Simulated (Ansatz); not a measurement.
Run report: Ge48N, single-point calculation (part 1 of 2)

System: Ge48N (defect cell, 49 atoms in the cell).
Method: DFT PBE, scalar-relativistic, plane waves, PAW, spin-polarised (Ansatz 0.2.0).

The structure derives from a Materials Project entry. Figures and captions count atoms from 1; the log counts them from 0 in places.

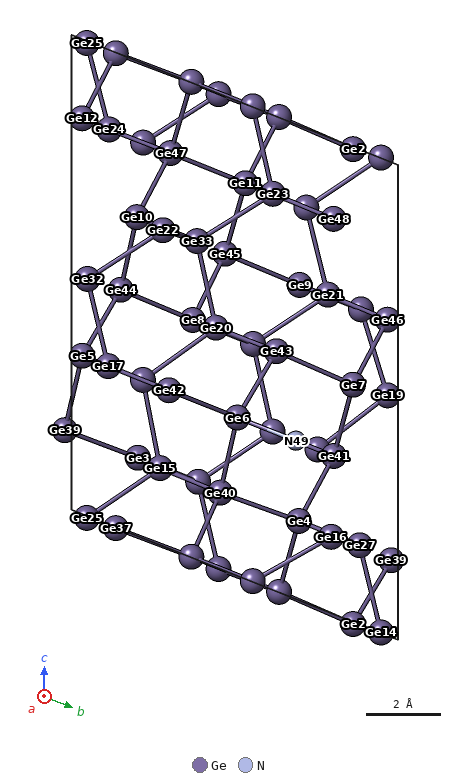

**Figure 1.** The input geometry (ball-and-stick view of the cell of the calculation, along the a axis; atoms are numbered from 1 in the order of the input). An atom can appear more than once, as a periodic image.

Input file:
```yaml
crystal:
  lattice:
    - [-5.996379, 3.462011, 6.599378]
    - [5.996379, -3.462011, 6.599378]
    - [5.996379, 10.386033, -6.599378]
  atoms:
    - { symbol: Ge, position: [0.6967285234, 0.3669921156, 0.0016601281] }
    - { symbol: Ge, position: [0.1989244768, 0.8622905564, -0.0044333421], spin: 0.01 }
    - { symbol: Ge, position: [0.0274616353, 0.2030703638, 0.1651337109] }
    - { symbol: Ge, position: [0.5343938435, 0.6960652976, 0.1670646621] }
    - { symbol: Ge, position: [0.3644954352, 0.0325947269, 0.333182491] }
    - { symbol: Ge, position: [0.8300751165, 0.507680859, 0.3332657531] }
    - { symbol: Ge, position: [0.700633078, 0.862104571, 0.4993701903] }
    - { symbol: Ge, position: [0.1955627746, 0.3711700391, 0.5013420316] }
    - { symbol: Ge, position: [0.0282934019, 0.6984573778, 0.6647598414] }
    - { symbol: Ge, position: [0.5366653186, 0.199944719, 0.6709894232], spin: 0.01 }
    - { symbol: Ge, position: [0.3641379713, 0.5324529889, 0.8333560571] }
    - { symbol: Ge, position: [0.8640273912, 0.0324061222, 0.8331866568] }
    - { symbol: Ge, position: [0.1128975337, 0.4502879461, -0.0014657237] }
    - { symbol: Ge, position: [0.6155232044, 0.9479176014, 0.0011923098] }
    - { symbol: Ge, position: [0.4328092239, 0.2712474726, 0.1620513325], spin: 0.01 }
    - { symbol: Ge, position: [0.9554847723, 0.7951438567, 0.1607980126], spin: 0.02 }
    - { symbol: Ge, position: [0.780025796, 0.1123057128, 0.333280123] }
    - { symbol: Ge, position: [0.2849878579, 0.6157657431, 0.3332878468] }
    - { symbol: Ge, position: [0.128262951, 0.9679506225, 0.5059689786], spin: 0.02 }
    - { symbol: Ge, position: [0.6040017549, 0.4422468803, 0.5046016857], spin: 0.01 }
    - { symbol: Ge, position: [0.4477167464, 0.7849733554, 0.6680243288] }
    - { symbol: Ge, position: [0.9476528632, 0.279907635, 0.6653526976] }
    - { symbol: Ge, position: [0.7810436844, 0.6165375695, 0.8342026492] }
    - { symbol: Ge, position: [0.2800546822, 0.115497296, 0.8324410914] }
    - { symbol: Ge, position: [0.3833397572, 0.0467395581, -0.0043169303], spin: 0.01 }
    - { symbol: Ge, position: [0.8847268846, 0.5550045409, 0.0017324055] }
    - { symbol: Ge, position: [0.7210434658, 0.8826799531, 0.1670939389] }
    - { symbol: Ge, position: [0.2120670541, 0.387704909, 0.165177107] }
    - { symbol: Ge, position: [0.0756535373, 0.7534631898, 0.3334074786] }
    - { symbol: Ge, position: [0.5506262267, 0.2187022141, 0.3332575118] }
    - { symbol: Ge, position: [0.380233661, 0.5558130979, 0.50136073] }
    - { symbol: Ge, position: [0.8872816944, 0.0487849522, 0.4994223618] }
    - { symbol: Ge, position: [0.7210874036, 0.3843965, 0.6710628468], spin: 0.01 }
    - { symbol: Ge, position: [0.2163741407, 0.8865200696, 0.6648506038] }
    - { symbol: Ge, position: [0.0508211771, 0.2191928721, 0.8332098066] }
    - { symbol: Ge, position: [0.5509322554, 0.7192642424, 0.8333892128] }
    - { symbol: Ge, position: [0.7982250304, 0.1356242939, -0.0014958084] }
    - { symbol: Ge, position: [0.3032587359, 0.6356348031, 0.0011478346] }
    - { symbol: Ge, position: [0.140792424, 0.9791983974, 0.1619329498], spin: 0.01 }
    - { symbol: Ge, position: [0.6156634577, 0.4553417122, 0.1607566145], spin: 0.02 }
    - { symbol: Ge, position: [0.4709153394, 0.8032497302, 0.333247197] }
    - { symbol: Ge, position: [0.9675320046, 0.298202806, 0.333253591] }
    - { symbol: Ge, position: [0.7880484067, 0.6276325738, 0.5057901479], spin: 0.02 }
    - { symbol: Ge, position: [0.3123601793, 0.150643016, 0.5045498815], spin: 0.01 }
    - { symbol: Ge, position: [0.1330482158, 0.4703208915, 0.6680028391] }
    - { symbol: Ge, position: [0.6354603361, 0.9676690374, 0.6653189308] }
    - { symbol: Ge, position: [0.4676584451, 0.303134233, 0.8341414469] }
    - { symbol: Ge, position: [0.9668934835, 0.8023585356, 0.8323416344] }
    - { symbol: "N", position: [0.8965367706, 0.6872361595, 0.3337027289], spin: 0.25 }
magnetization:
  spin_polarized: true
basis:
  ecutwfc: 420
  fft_grid_basis: typed
kpoints:
  mp_grid: { grid: [2, 2, 2] }
hamiltonian:
  xc: pbe
  pseudopotentials: { kind: paw }
scf:
  occupations: { method: gaussian, width: 0.05 }
  n_extra_bands: 18
output:
  forces: true
  stress: false
  eigenvalues: true
  bader: false
  write_density: false
  volumetric_format: npy
  populations: true
  band_densities:
    - { e_range: [-0.25, 0.25] }
    - { e_range: [-1.2, 0.0] }
    - { e_range: [0.0, 1.2] }
  dos:
    e_range: [-30, 8]
    de: 0.02
    method: { smearing: { sigma: 0.03, scheme: gaussian } }
    projected: { site_lists: { Ge: [Ge], "N": ["N"] } }
checkpoint:
  read: start.run
  write: ck
  compress: false
  write_wavefunctions: false
  write_every: 100000
```

Launch command:
```bash
ansatz run input.yaml --threads 8 --pin off --max-ram 16384MiB --backend cpu --events-out ev --progress --plain --runs-dir out
```

The program's output:
```
Warning: the band count 357 (scf.n_extra_bands) hosts the net moment |M| = 0.4100 μB (N_el = 677) but caps the reachable moment at 2·n_bands − N_el = 37.0000 μB, below the 407 bands that the automatic rule leaves for it — a moment growing past the seed, or the majority channel's smearing tail, pins there with fewer empty majority states than that count leaves; raise or omit scf.n_extra_bands unless the cap is intended
Warning: checkpoint.read: spin seed differs: saved 6d02275c3a5f…, current 4b0565e631ad…; the loaded state replaces the seed-built initial guess (but the starting_ns of a DFT+U solve that opens without the state's occupation matrices), so the run may converge into the producing seed's basin, or, where the symmetry group that follows from this deck's starting moments and starting_ns does not hold the saved magnetisation, lose that magnetisation at its first build. Where atoms have moved since the state was saved, this difference can also decide whether moments are moved with them. A self-consistent run of this deck without the state starts from its starting moments and, under a DFT+U term, its starting_ns
scf.n_extra_bands = 18 over 339 filled bands (N_el = 677.0): the run solves 357 bands
Engine: ansatz 0.2.0, aarch64-unknown-linux-gnu
Pseudopotentials: kind: paw
Pseudopotential: Ge, paw, valence charge 14, recommended cutoff 420 eV (normal), Ge.paw.azcp
Pseudopotential: N, paw, valence charge 5, recommended cutoff 420 eV (normal), N.paw.azcp
Functional definition: PBE
  parameter kappa = 0.804
  parameter beta = 0.06672455060314922
  exchange = pbe_x(kappa = kappa, mu = beta*pi^2/3)
  correlation = pbe_c(beta = beta)
Crystal: 49 atoms, lattice volume = 1096.000 Å³
Basis set: ecut = 420 eV, 21365 PW (Γ), exchange–correlation on 128×128×192 points (8 copies of the dense FFT grid, shifted against one another)
Bands: 357, of which v1, the nominal top of the filled ones, is band 339 counted from 1 (338 counted from 0)
Symmetry: 1 space group operations
Space group: P1 (ITA 1), of the structure as read, at distance tolerance 1.0e-4 Å
Magnetic group: BNS 1.1 (UNI 1), of the structure as read, at distance tolerance 1.0e-4 Å
k-points: 8
Non-local potential: Ge, projectors of the file, l = 0: 2, l = 1: 2, l = 2: 3, l = 3: 1
Non-local potential: N, projectors of the file, l = 0: 2, l = 1: 2, l = 2: 1
PAW form: soft (Blöchl's): semilocal exchange-correlation on the pseudo side does not see the compensation charge
PAW one-centre angular grid: Ge, 590 points (default); XC on 64 Gauss nodes
PAW one-centre angular grid: N, 110 points (default); XC on 64 Gauss nodes
Initial density: read from a saved state, or passed on in memory by an earlier SCF of this step, an earlier step, the calling program or the single point that the run made first
Stability of the state it starts from, as read at its close in the collinear treatment: not read negative (Ritz values of 1 − χ₀K, real part plus size of imaginary part, from 0.60 to 0.64, by its mixing steps under no symmetry); its run was given moments
Starting moments: Σ|m| = 0.41 μB on 13 of 49 sites; this step starts from the density that it was given
Initial wavefunctions: pseudopotential atomic-orbital guess
Functional: x = pbe(κ = 0.804, μ = 0.2195149727645171), c = pbe(β = 0.06672455060314922)
iter 1 solved again at ethr=1.87e-7 eV; its pass at ethr=3.10e-3 eV (dr2=1.27e-3 eV) is discarded
SCF iter   1: F=—  HF=-206539.122756 eV  |F-HF|=—  |Δ(HF+E_count)|=         —  Δρ=7.48e-7 (↑6.44e-7 ↓7.48e-7)  dr2=1.51e-8  dr2_m=1.23e-10  M=0.718 μB ∫|m|=0.805 μB  β_m=0.30  ethr=1.87e-7  ⟨swp⟩=3.0  Hψ=34765  notcnv=0
eigensolver tolerance schedule: the retry pair's looser diagonalisation over-reported the residual by 83859.09 of it (diagonalisation noise at an unbounded share of the residual, at the tolerance the schedule requests for it); recorded, not acted on — ethr = c·dr2/N_el stays at c = 1.0e-1
preconditioner: auto → Kerker (q_TF=auto, 2.518 Å⁻¹)  [metal: Δε(μ)=0.034 eV  Ē_g=20.532 eV  σ=0.050 eV  W_gap=0.34  n_scr=300 (ndim 8)  ℏωp=29.2 eV  f_vac=0.068  D(μ)=8.57/eV (n_scr^D=32)]
spin=Collinear: Kerker preconditioning applied to the charge; magnetization (m = ρ↑ − ρ↓) channel mixes plain (no charge-response kernel on spin).
SCF iter   2: F=—  HF=-206539.123225 eV  |F-HF|=—  |Δ(HF+E_count)|=   4.68e-4  Δρ=2.55e-7 (↑2.55e-7 ↓2.55e-7)  dr2=3.38e-9  dr2_m=4.39e-12  M=0.718 μB ∫|m|=0.805 μB  β_m=0.26  ethr=2.23e-12  ⟨swp⟩=5.2  Hψ=21402  notcnv=0
SCF iter   3: F=-206539.123225 eV  HF=-206539.123225 eV  |F-HF|=1.51e-9  |Δ(HF+E_count)|=  9.31e-10  Δρ=1.83e-7 (↑1.83e-7 ↓1.83e-7)  dr2=2.50e-9  dr2_m=2.80e-12  M=0.718 μB ∫|m|=0.805 μB  ethr=1.00e-12  ⟨swp⟩=1.0  Hψ=11488  notcnv=0
SCF 1 converged in 3 iterations: F = -206539.123225 eV  dr2 = 2.50e-9
  greatest PAW one-centre occupation: 0.999 electrons in one spin orbital (limit 2), on the Ge atom at site 28 (counted from 0), in its partial waves of l = 2
NSCF: frozen V_eff on 8 k-points
SCF converged after 3 iterations
Magnetization: 0.7179 μB (338.8589 up, 338.1411 down)
Absolute magnetization: 0.8088 μB (∫|ρ↑−ρ↓|, with the PAW one-centre terms)
Spin contamination: 0.0197 ħ² per cell (⟨S²⟩ above its minimum at these occupations)
Per-site moments (μB) at R_I (Å): [(0.001018206937232423, 1.0114793343546908), (0.005666341783224373, 1.0038216352211282), (0.003825812705558719, 1.0050429558695877), (-0.00020265971375081586, 1.0102283612522245), (6.870933292909217e-5, 1.0131190520078641), (0.0008306878405607015, 0.7424774015289032), (-0.0001876553178687068, 1.0103422862182967), (0.003803126709945794, 1.005311564882537), (0.0009732779245331687, 1.0114743020081687), (0.005646142294029423, 1.0039646487498057), (0.0005583091387132674, 1.0111766723170457), (0.000553376396602295, 1.0111486779291776), (0.0008451591894856199, 1.009154544522624), (0.0008663682375500206, 1.0078030476415754), (0.00803519497456294, 1.0024743244186576), (0.01723440110981374, 1.0024263374654365), (-9.640730574612747e-5, 1.012168069216237), (-0.0004841660370605518, 1.0091905326507729), (0.017112545693420682, 1.0023863788030865), (0.008073791913483378, 1.0024740259297242), (0.0008430864893258544, 1.0090667945899967), (0.0008707538548855636, 1.007899926781292), (0.0017059871018318738, 1.008181846493594), (0.0016682837028548533, 1.0081588382758944), (0.005654476102114532, 1.0038216352211282), (0.0010086935696902966, 1.0114854431362248), (-0.00020585174085259718, 1.0102474763924425), (0.0038218427316338848, 1.0050429558695877), (0.0008326394920274372, 0.7423673407885851), (6.428937048414188e-5, 1.0131190520078641), (0.0038039370356145762, 1.005311564882537), (-0.00018666015188825117, 1.0103150374873993), (0.005657275684139322, 1.0039646487498057), (0.0009728587562148387, 1.011461285155986), (0.0005507838418346608, 1.0111609424279546), (0.0005599570932882603, 1.0111627280275575), (0.0008447563479711723, 1.009147366946142), (0.0008649378377008128, 1.007818907537716), (0.008068930922294769, 1.0024263374654365), (0.01720207049620171, 1.0024743244186576), (-9.452669794120178e-5, 1.01223580128765), (-0.00048593510242275637, 1.0092114233113672), (0.01713243485727203, 1.0024740259297242), (0.008037750688775587, 1.0023863788030865), (0.0008445218922252666, 1.0090828837272516), (0.0008716573091977678, 1.0079603353570934), (0.0017086279096728129, 1.008257622573489), (0.0016688469094028023, 1.008191941350004), (0.2534453564992697, 0.7423673407885851)]
Free energy (F): -206539.123225 eV
Harris-Foulkes:  -206539.123225 eV  (|F-HF|=1.51e-9)
Internal energy: -206539.112509 eV  (E = F + TS)
E sigma→0 (E₀):  -206539.117867 eV
Entropy (-TS):   -0.010715 eV (-0.219 meV/atom)
Fermi energy:    8.464639 eV
--- Per-component energies (eV) ---
  E_band       = -7191.069602
  E_kinetic    = 5485.030523
  E_local      = -119152.567587  (includes V_loc(G=0)·N_el)
  E_nonlocal   = 20140.876933
  E_hartree    = 52280.023492
  E_xc         = -3689.295451
  E_vxc        = -3180.270027  (∫ρ·V_xc dr)
  E_paw        = -97083.501236  (= ΣΔE_a)
  E_vpaw       = -15044.193944  (= ΣTr[D̂ρ^β])
  E_aug_tail   = 0.016903  (compensation charges beyond the density's cutoff)
  E_ewald      = -64519.696087
  E_smearing   = -0.010715  (= −TS)
  E_closure    = -0.000000  (closes the sum)
  Σ components = -206539.123225   (vs F -206539.123225, Δ=0.00e0)
--- Forces (eV/Å), atoms counted from 1 ---
  atom   1  Ge     0.00215109     0.00352308    -0.00316727
  atom   2  Ge    -0.00060127     0.00018736    -0.00255302
  atom   3  Ge     0.00021714     0.00251447    -0.00396346
  atom   4  Ge     0.00324344     0.00057387     0.00226733
  atom   5  Ge     0.00071915     0.00137169     0.00343057
  atom   6  Ge     0.00609349     0.00220909     0.00490996
  atom   7  Ge     0.00198026     0.00010892     0.00343541
  atom   8  Ge    -0.00204786     0.00092259     0.00407239
  atom   9  Ge    -0.00024797    -0.00117239     0.00310589
  atom  10  Ge    -0.00124419     0.00349474     0.00078426
  atom  11  Ge     0.00091452    -0.00134900    -0.00079540
  atom  12  Ge     0.00039085    -0.00106936    -0.00016990
  atom  13  Ge    -0.00159503     0.00067005    -0.00125681
  atom  14  Ge    -0.00212836     0.00146836    -0.00111204
  atom  15  Ge     0.00016749    -0.00213778    -0.00260839
  atom  16  Ge    -0.00068421    -0.00655815     0.00125725
  atom  17  Ge    -0.00285746     0.00039818     0.00740891
  atom  18  Ge     0.00147259    -0.00355226     0.00534251
  atom  19  Ge    -0.00012809    -0.00259080    -0.00028559
  atom  20  Ge     0.00374035    -0.00226136     0.00126897
  atom  21  Ge     0.00001090     0.00191416     0.00188512
  atom  22  Ge     0.00086931    -0.00074022     0.00147301
  atom  23  Ge     0.00034431    -0.00100446    -0.00160132
  atom  24  Ge     0.00040062    -0.00041260     0.00062909
  atom  25  Ge    -0.00113504    -0.00052272     0.00234749
  atom  26  Ge    -0.00068154     0.00237962     0.00169025
  atom  27  Ge     0.00230953    -0.00011912    -0.00243633
  atom  28  Ge     0.00053077     0.00270241     0.00434664
  atom  29  Ge    -0.00066545     0.00548987    -0.00180316
  atom  30  Ge    -0.00007426     0.00173719    -0.00269337
  atom  31  Ge    -0.00213607     0.00077875    -0.00419775
  atom  32  Ge     0.00186984     0.00065446    -0.00401446
  atom  33  Ge    -0.00185117     0.00192452    -0.00115773
  atom  34  Ge    -0.00000816    -0.00065661    -0.00338644
  atom  35  Ge     0.00024160    -0.00100471    -0.00033641
  atom  36  Ge     0.00117635    -0.00143456     0.00020080
  atom  37  Ge    -0.00189160     0.00079052     0.00171362
  atom  38  Ge    -0.00212365     0.00179656     0.00216091
  atom  39  Ge     0.00074695    -0.00097036     0.00277829
  atom  40  Ge    -0.00347537    -0.00741663    -0.00166002
  atom  41  Ge    -0.00535928     0.00204884    -0.00745933
  atom  42  Ge    -0.00019565    -0.00248972    -0.00277963
  atom  43  Ge     0.00169470    -0.00044041    -0.00096759
  atom  44  Ge     0.00360607    -0.00199926    -0.00054581
  atom  45  Ge    -0.00022686     0.00178821    -0.00185826
  atom  46  Ge     0.00103468    -0.00138051    -0.00021663
  atom  47  Ge    -0.00038383    -0.00176754     0.00206414
  atom  48  Ge     0.00088363     0.00087288     0.00002791
  atom  49  N     -0.00507008     0.00073155    -0.00557447
  max |Σ_I F_I| component: 2.83e-6 eV/Å
--- Band table (eV; the first three rows and the last of 16) ---
```
